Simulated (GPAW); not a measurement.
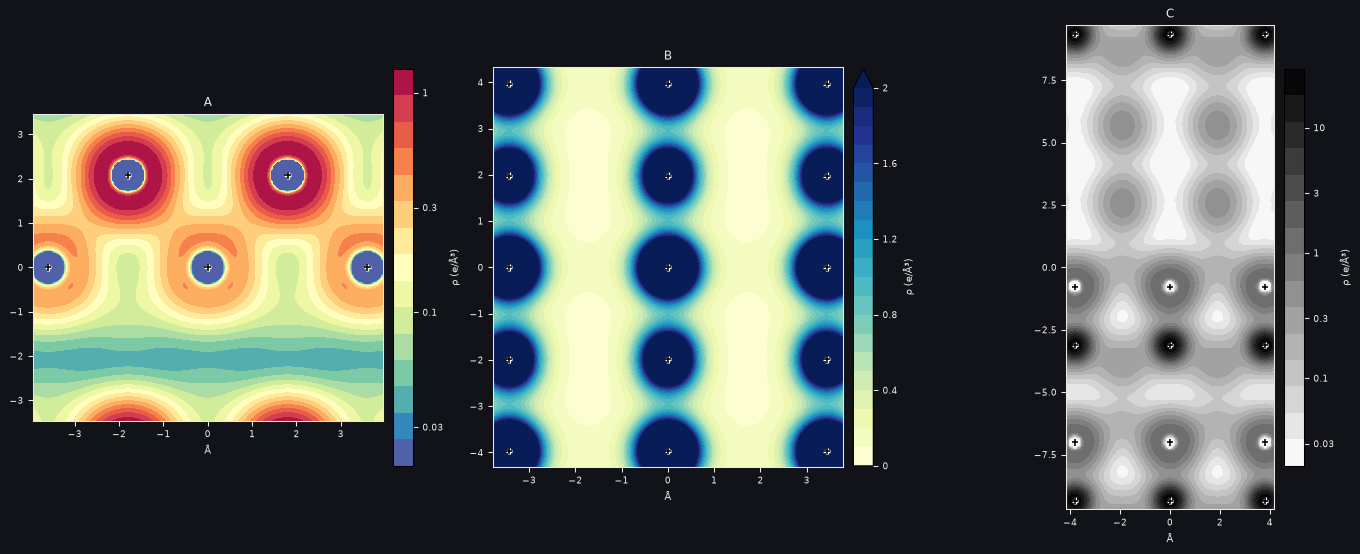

The valence electron density of 3 systems, each on a plane through atoms (crosses mark nuclei in the plane).

Theory: Kohn-Sham DFT of a periodic cell, PBE, GPAW PAW data sets (gpaw-data 1.2.1) in GPAW 26.7.0.

System 1: HfN, the (100) plane of the conventional cell. Space group P6/mmm; a generated structure, not necessarily the stable one.

```
Hf N
1.0
     3.43321    0.00000    0.00000
    -1.71660    2.97324    0.00000
     0.00000    0.00000    3.96982
Hf N
1 1
Direct
  0.00000 0.00000 0.50000
  0.00000 0.00000 0.00000
```

System 2: ZnS, the (100) plane of the conventional cell. Space group P6₃mc; computed pressure about 2 GPa in this cell.

System 3: SiSe, the (110) plane of the conventional cell. Space group P-6m2; a generated structure, not necessarily the stable one.

### Match each panel to its system.

Panel A is system 3, SiSe: the plane holds Si and Se. Si–Se (2.75 Å): ρ at the midpoint is about 0.31 e/Å³. Panel B is system 1, HfN: the plane holds Hf and N. Hf–N (1.98 Å): the density is about 0.9 e/Å³ at the midpoint. Panel C is system 2, ZnS: the plane holds Zn and S. Zn–S (2.34 Å): ρ at the midpoint is about 0.52 e/Å³.
